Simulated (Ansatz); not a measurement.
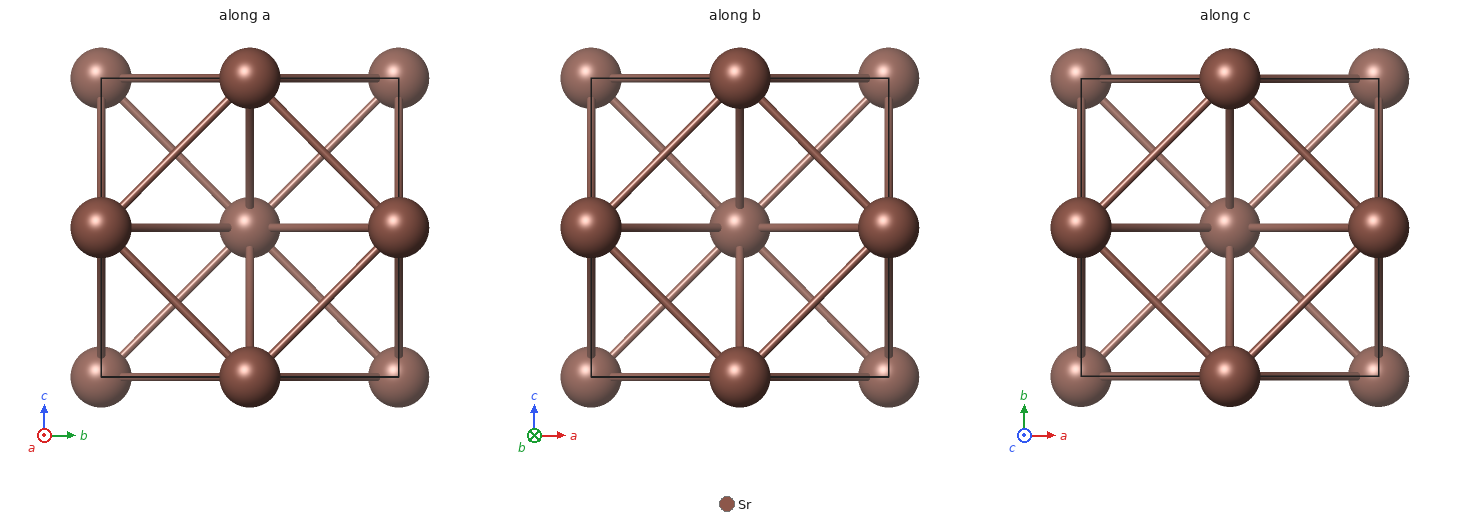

The figure gives a ball-and-stick picture of the atoms, viewed along the a axis, along the b axis and along the c axis. Thin lines show the drawn cell (a repeat of the simulation cell), with boundary atoms drawn in all their periodic places.

Lattice parameters: a = 6.016 Å, b = 6.016 Å, c = 6.040 Å, α = 90.00°, β = 90.00°, γ = 90.00°. Put a along x and b in the xy plane.

Transcribe the picture into a POSCAR file.

Answer.
```
Sr
1.0
     6.016    0.000    0.000
     0.000    6.016    0.000
     0.000    0.000    6.040
Sr
4
Direct
  0.5000 0.0000 0.0000
  0.0000 0.0000 0.5000
  0.0000 0.5000 0.0000
  0.5000 0.5000 0.5000
```

The model was built from a random cell made by a generator, so it need not be a real form of the element. Earlier steps of the study, as a rule a relaxation of our own, may have changed the cell and positions, so they can lie some per cent off the listed ones. A calculation with Ansatz used it as input.
